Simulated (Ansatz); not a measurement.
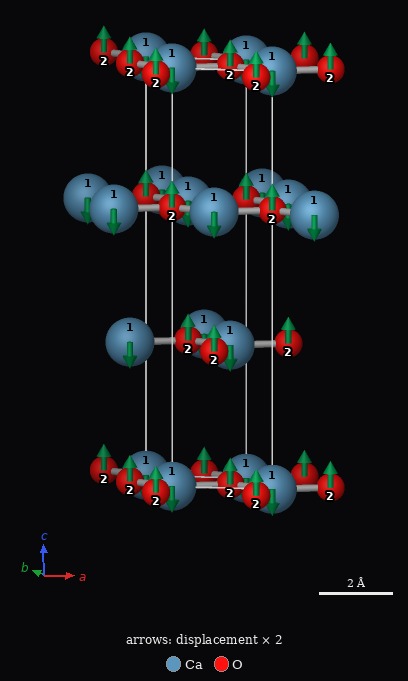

This is a relaxation of crystalline CaO (built on the BN-160 type type). The starting structure is drawn; green arrows show the displacements (the part carried along by the change of the cell is left out), 2 times their true length.

Style: ball-and-stick. Shown: the conventional cell (3 times the calculation's cell), slightly off an axis. Lengths and directions refer to the drawn axes.

All numbers below come from DFT, PBEsol, plane waves, PAW (Ansatz 0.2.0).

Input
```yaml
crystal:
  lattice:
    - [1.43801874, 0.8302405, 3.87679516]
    - [-1.43801874, 0.8302405, 3.87679516]
    - [0.0, -1.66048101, 3.87679516]
  atoms:
    - { symbol: Ca, position: [0.9996712, 0.9996712, 0.9996712] }
    - { symbol: O, position: [0.3327618, 0.3327618, 0.3327618] }
kpoints:
  mp_grid: { grid: [8, 8, 8] }
hamiltonian:
  xc: pbesol
scf:
  occupations: { method: fermi_dirac, width: 0.03 }
relax:
  f_tol: 0.01
  cell: {}
  max_steps: 120
```

Run as
```bash
ansatz run input.yaml --threads 2 --pin off --max-ram 29491MiB --backend cpu --events-out ev --progress --plain --runs-dir out
```

### What did the optimiser do to the structure, and how much energy did it gain?

The largest moves relative to the cell, 0.37 Å, are those of Ca1 and O2. Ca1 goes along −c. By element the largest moves are Ca 0.37 Å, O 0.37 Å. The volume changes by +25.1 %, with a = b 2.876 → 3.662 Å (+27.3 %), c 11.630 → 8.972 Å (−22.9 %). Among the contacts that change: Ca1–O2 3.874 → 2.243 Å, Ca1–Ca1 2.876 → 3.662 Å, Ca1–O2 (another image) 1.660 → 2.243 Å. New bonds form: Ca1–O2 (3.87 → 2.24 Å). Among the angles between lasting bonds that change: Ca1–O2–Ca1 120.0° → 109.5°, O2–Ca1–O2 120.0° → 109.5°. The space group (tolerance 0.01 Å) goes from R3m (No. 160) to F-43m (No. 216). After 16 accepted moves (20 points after the start) the energy has fallen by 4647 meV per atom. The largest force component goes from 0.077 to 0.00016 eV/Å. Pressure: 146.44 GPa at the start and 0.00 GPa at the end. The SCF was repeated 4 times at an unchanged geometry on a basis and grid sized afresh for the cell, which shifted the energy by 105 meV per atom at most. The run took 16 s on 2 threads of AMD EPYC 7R13 Processor (Zen 3), with other jobs on the host, peak memory 0.47 GiB.
